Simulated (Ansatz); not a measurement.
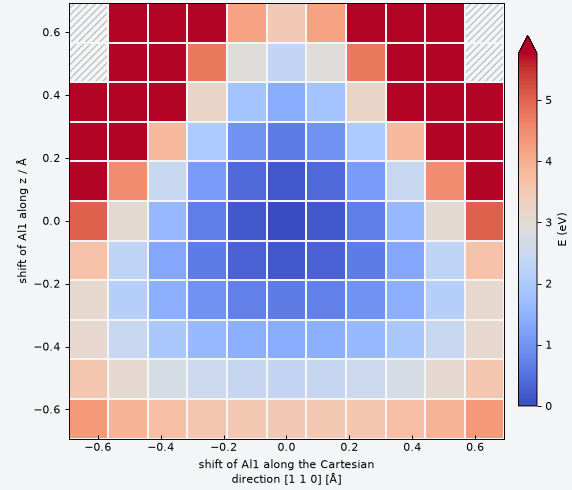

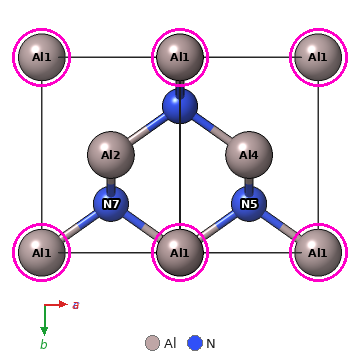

Energy landscape of AlN (F-43m, No. 216; 8 atoms in the cell). One atom moved over a plane, all else fixed (x, y and z along the cube axes). The first coordinate is: shift of Al1 along the Cartesian direction [1 1 0]; the second: shift of Al1 along z. Nothing is relaxed (all other atoms fixed). The scan uses an 11 × 11 grid; 59 points were computed and 58 follow by symmetry. At 4 points there is no value (left out of the scan, as a rule where atoms come close). Points are written as (first, second). Energies are in eV per cell, from the lowest grid point. The band gap closes in part of the range. These are results of DFT PBEsol, scalar-relativistic, plane waves, PAW (Ansatz), not measurements. Settings: cutoff 420 eV, k-mesh 6×6×6, gaussian smearing 0.05 eV, no spin polarisation.

Drawn: one coloured cell a grid point, one colour for all values above the top of the scale, hatched blanks where no value was computed. The second picture is the structure at the lowest point

What does the map say about the system?

The lowest grid point is at (0.000 Å, 0.000 Å). It is the only kind of minimum in the scanned range. The highest grid point, (−0.504 Å, 0.630 Å), lies 18.9 eV above the lowest. Near the minimum the well is nearly round, with a curvature of about 21 eV/Å².

Grid values (eV):

| second ↓, first → | −0.630 | −0.504 | −0.378 | −0.252 | −0.126 | 0.000 | 0.126 | 0.252 | 0.378 | 0.504 | 0.630 |
| --- | --- | --- | --- | --- | --- | --- | --- | --- | --- | --- | --- |
| 0.630 | – | 18.9 | 11.0 | 6.5 | 4.2 | 3.5 | 4.2 | 6.5 | 11.0 | 18.9 | – |
| 0.504 | – | 14.2 | 8.3 | 4.8 | 2.9 | 2.4 | 2.9 | 4.8 | 8.3 | 14.2 | – |
| 0.378 | 16.7 | 10.1 | 5.8 | 3.2 | 1.8 | 1.4 | 1.8 | 3.2 | 5.8 | 10.1 | 16.7 |
| 0.252 | 11.3 | 6.8 | 3.8 | 2.0 | 1.0 | 0.6 | 1.0 | 2.0 | 3.8 | 6.8 | 11.3 |
| 0.126 | 7.5 | 4.5 | 2.4 | 1.1 | 0.4 | 0.2 | 0.4 | 1.1 | 2.4 | 4.5 | 7.5 |
| 0.000 | 5.0 | 3.0 | 1.6 | 0.7 | 0.2 | 0.0 | 0.2 | 0.7 | 1.6 | 3.0 | 5.0 |
| −0.126 | 3.7 | 2.3 | 1.3 | 0.6 | 0.3 | 0.2 | 0.3 | 0.6 | 1.3 | 2.3 | 3.7 |
| −0.252 | 3.1 | 2.1 | 1.4 | 1.0 | 0.7 | 0.6 | 0.7 | 1.0 | 1.4 | 2.1 | 3.1 |
| −0.378 | 3.1 | 2.4 | 1.9 | 1.6 | 1.5 | 1.4 | 1.5 | 1.6 | 1.9 | 2.4 | 3.1 |
| −0.504 | 3.6 | 3.1 | 2.7 | 2.5 | 2.4 | 2.4 | 2.4 | 2.5 | 2.7 | 3.1 | 3.6 |
| −0.630 | 4.3 | 3.9 | 3.7 | 3.6 | 3.5 | 3.5 | 3.5 | 3.6 | 3.7 | 3.9 | 4.3 |

The input of one point:

```yaml
crystal:
  lattice:
    - [4.3771405283, 0.0, 0.0]
    - [0.0, -4.3771405283, 0.0]
    - [0.0, 0.0, -4.3771405283]
  atoms:
    - { symbol: Al, position: [0.0, 0.0, 0.0] }
    - { symbol: Al, position: [0.5, 0.5, 0.0] }
    - { symbol: Al, position: [0.5, 0.0, 0.5] }
    - { symbol: Al, position: [0.0, 0.5, 0.5] }
    - { symbol: "N", position: [0.75, 0.75, 0.75] }
    - { symbol: "N", position: [0.25, 0.25, 0.75] }
    - { symbol: "N", position: [0.25, 0.75, 0.25] }
    - { symbol: "N", position: [0.75, 0.25, 0.25] }
basis:
  ecutwfc: 420
kpoints:
  mp_grid: { grid: [6, 6, 6] }
hamiltonian:
  xc: pbesol
  pseudopotentials: { kind: paw, azcp: { folder: soft_1 } }
scf:
  occupations: { method: gaussian, width: 0.05 }
output:
  forces: true
  stress: true
  eigenvalues: true
  write_density: true
  write_potential: true
  elf: true
  volumetric_format: npy
```

The whole map (59 points run) took 13 min on 2 threads of Intel(R) Xeon(R) Processor @ 2.50GHz (Skylake/Cascade Lake), with other jobs on the host.
